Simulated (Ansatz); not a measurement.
AlRu

Input

```
crystal:
  lattice:
    - [2.9916, 0.0, 0.0]
    - [0.0, 2.9916, 0.0]
    - [0.0, 0.0, 2.9916]
  atoms:
    - { symbol: Al, position: [0.0, 0.0, 0.0] }
    - { symbol: Ru, position: [0.5, 0.5, 0.5] }
kpoints:
  mp_grid: { grid: [14, 14, 14] }
scf:
  occupations: { method: fermi_dirac, width: 0.05 }
hamiltonian:
  xc: pbesol
  pseudopotentials: { kind: paw }
relax:
  f_tol: 0.002
  max_steps: 80
  cell: {}
output:
  forces: true
  stress: true
  write_density: true
  write_potential: true
  elf: true
  volumetric_format: npy
```

Launched as:

```sh
ansatz run input.yaml --threads 1 --pin off --max-ram 3072MiB --backend cpu --events-out ev --progress --plain --runs-dir out
```

Below, planes, directions and counts refer to the conventional cell (a = 2.98 Å, b = 2.98 Å, c = 2.98 Å, α = 90.00°, β = 90.00°, γ = 90.00°).

The fields are those of the relaxed geometry.

Space group Pm-3m; computed without spin polarisation.

Computed with Ansatz 0.2.0, DFT, PBEsol, PAW with Ansatz's default frozen-core files, scalar-relativistic; relaxation of cell and atoms.

Question: Predict the valence pseudo-density and electron localisation function between the atoms.

Answer: Al–Ru (2.58 Å): ρ at the midpoint is about 0.36 e/Å³; the ELF is about 0.40 at the midpoint.

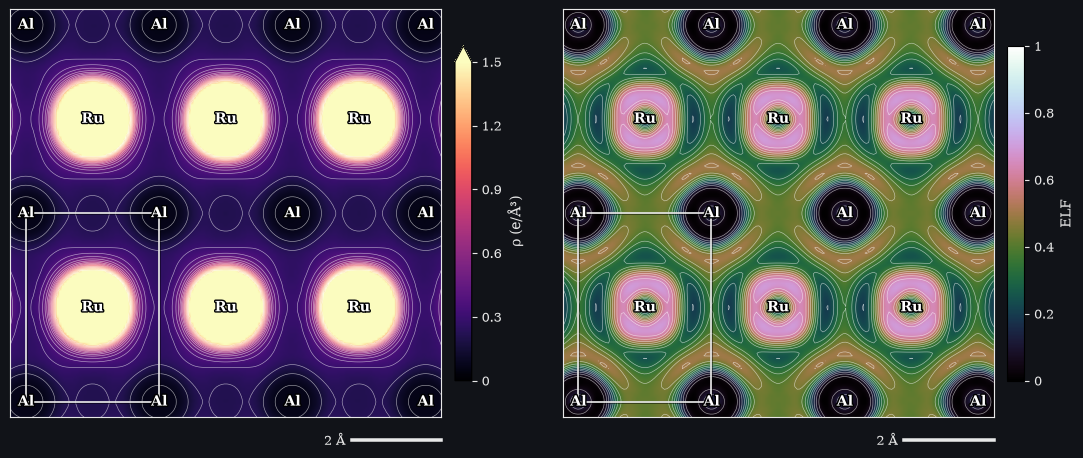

Computed valence pseudo-density and electron localisation function on the (101) plane of the conventional cell, in this order. 

The density is the valence pseudo-density of a PAW calculation; it isn't the true density close to the nuclei.
